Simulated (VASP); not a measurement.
Crystal: SiNi, a cell listed in the Materials Project, as set up for an electronic-structure calculation.

```
Ni Si
1.0
     2.94277    0.00000    0.00000
     0.00000    3.28033    0.00000
     0.00000    0.00000    4.67745
Ni Si
2 2
Direct
  0.50000 0.50000 0.34250
  0.00000 0.00000 0.65750
  0.50000 0.50000 0.84314
  0.00000 0.00000 0.15686
```

What does its first Brillouin zone look like, and which path through it is standard?

Answer. It has a primitive orthorhombic lattice (oP; extended symbol oP1). The zone is a parallelepiped in its combinatorial type: 6 faces (6 with 4 edges), 12 edges, 8 vertices. Path: Γ–X–S–Y–Γ–Z–U–R–T–Z | X–U | Y–T | S–R.

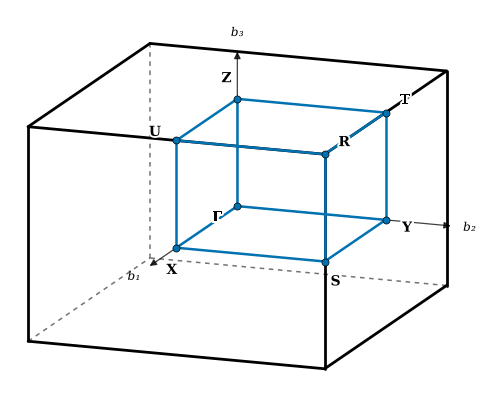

Labels and path follow the convention of Hinuma et al. (2017), as computed by seekpath; the arrows show the directions of the reciprocal primitive vectors b₁, b₂, b₃, in which coordinates are given; lengths include the factor 2π.

```tsv
point	k₁	k₂	k₃	length of k (1/Å)
Γ	0	0	0	0.000
X	1/2	0	0	1.068
Z	0	0	1/2	0.672
U	1/2	0	1/2	1.261
Y	0	1/2	0	0.958
S	1/2	1/2	0	1.434
T	0	1/2	1/2	1.170
R	1/2	1/2	1/2	1.584
```
